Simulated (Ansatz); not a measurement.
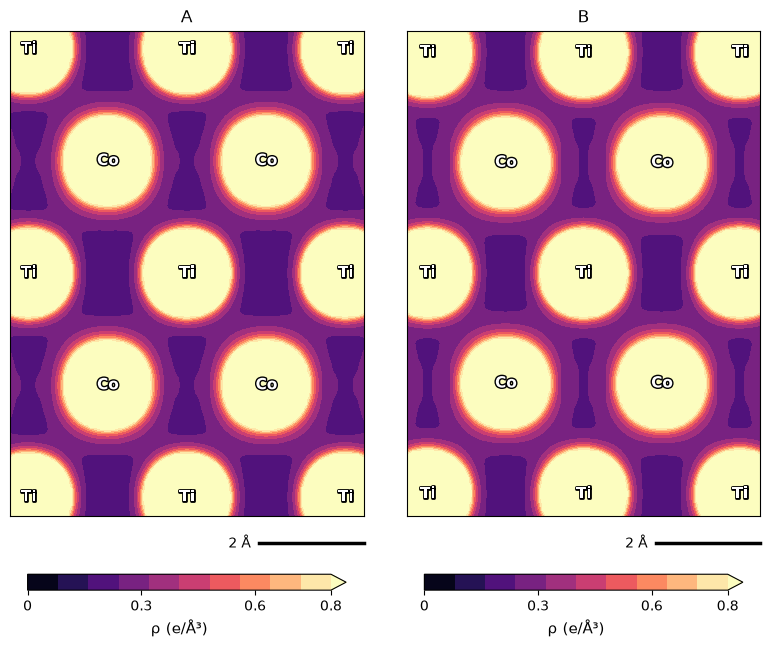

TiCo. The valence electron density of two cells that differ in size, on the (11̄0) plane of each (indices in the axes of the calculation cell), at one length scale and on one colour scale; one has 13.3 and the other 14.0 Å³ an atom.

Space group Pm-3m; a structure from a database of computed crystals, not necessarily the ambient phase; spin-polarised.

Theory: DFT PBEsol, scalar-relativistic, plane waves, PAW in Ansatz 0.2.0.

Core electrons are frozen (PAW), and the valence fields are smoothed inside the atomic spheres.

### Which is the denser cell? Describe the effect of the change.

Panel B is the smaller cell, by 5 % in volume. From the larger cell to the smaller, Ti–Co goes from 2.63 to 2.59 Å, and the density at its midpoint from 0.27 to 0.29 e/Å³; the pressure goes from −14 to −8 GPa; the largest moment (Co) goes from 1.0 to 0.9 μB.
